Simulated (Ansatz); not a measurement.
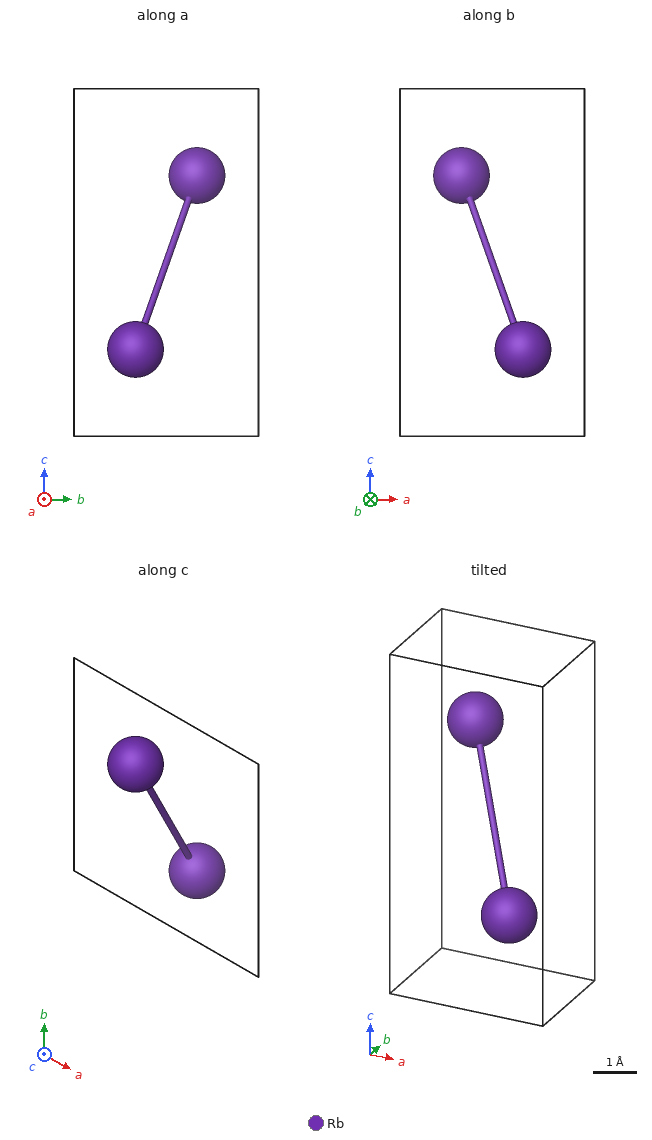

Figure: ball-and-stick view along the a axis, along the b axis, along the c axis and slightly off an axis. Lines trace the edges of the conventional unit cell.

Lattice parameters: a = 5.0558 Å, b = 5.0558 Å, c = 8.2579 Å, α = 90.000°, β = 90.000°, γ = 120.000°.

**Reconstruct the structure as a CIF in P1 with every atom of the cell.**

```cif
data_structure
_symmetry_space_group_name_H-M 'P 1'
_symmetry_Int_Tables_number 1
_cell_length_a 5.0558
_cell_length_b 5.0558
_cell_length_c 8.2579
_cell_angle_alpha 90.000
_cell_angle_beta 90.000
_cell_angle_gamma 120.000
_cell_volume 182.80
loop_
_atom_site_label
_atom_site_type_symbol
_atom_site_fract_x
_atom_site_fract_y
_atom_site_fract_z
_atom_site_occupancy
Rb1 Rb 0.3333 0.6667 0.7500 1
Rb2 Rb 0.6667 0.3333 0.2500 1
```

The cell started as a structure type filled with this element by a generator (whether the element takes this form wasn't checked). Earlier steps of the study may have refined or changed the cell and positions. An electronic-structure calculation with Ansatz was run on it.
